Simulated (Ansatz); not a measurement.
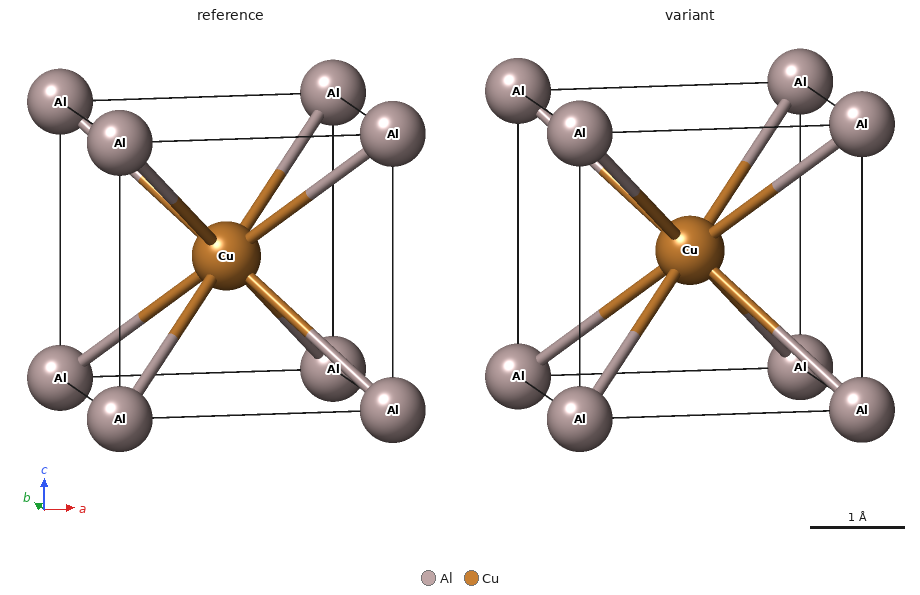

Left: a symmetric starting cell of AlCu. Right: the same structure after one change, at the same scale. Style: ball-and-stick. Shown: the cell of the calculation, slightly off an axis.

The calculation used Ansatz, DFT PBEsol, scalar-relativistic, plane waves, PAW. (plane-wave cutoff 420 eV; k-point mesh 14 × 14 × 14; occupations gaussian; smearing width 0.1 eV; no spin polarisation)

**What distinguishes the right structure from the left one?**

All lengths are scaled by +3.4 % (volume +10.5 %), the atoms keeping their fractional coordinates. No relaxation follows. The starting cell wasn't computed here and needn't be at equilibrium, so pressure and forces aren't due to the change alone.

**What does the change do?**

The pressure is −13.0 GPa (not all of it need come from the change, since the unchanged cell can be under pressure at this level too). All forces vanish by symmetry. Near-neighbour distances before and after: Al–Cu 2.596 → 2.684 Å. The space group stays Pm-3m (No. 221).
